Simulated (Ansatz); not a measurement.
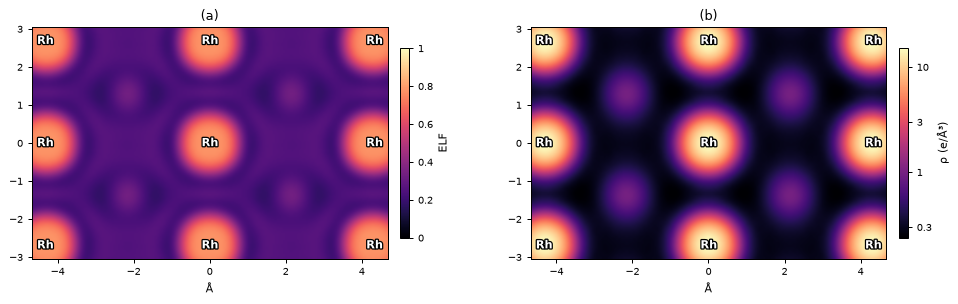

Figure 1: Rh. (a) ELF; (b) valence electron density on the (100) plane of the conventional cell.

Space group P2₁/m; a structure from a database of computed crystals, not necessarily the ambient phase; not relaxed (largest force 0.7 eV/Å); computed without spin polarisation.

Level of theory: DFT PBEsol, scalar-relativistic, plane waves, PAW (Ansatz).

In a PAW calculation such maps are meaningful between the atoms, not at the nuclei.

**Read the bonding off the picture.**

Atoms in the plane: Rh. Atoms just off the plane (Rh, 0.9 Å away) can leave unmarked features too. Rh–Rh (2.69 Å): the density is about 0.36 e/Å³ at the midpoint; the ELF is about 0.25 at the midpoint (no shared electron pair shows on this line). Between the atoms the lowest density in this plane is 0.24 e/Å³. The features right at Rh lie inside the PAW spheres, where the map follows smoothed inner orbitals and isn't to be read closely.

**Does the calculation give a band gap?**

It is metallic or semimetallic at this level of theory: no gap opens.
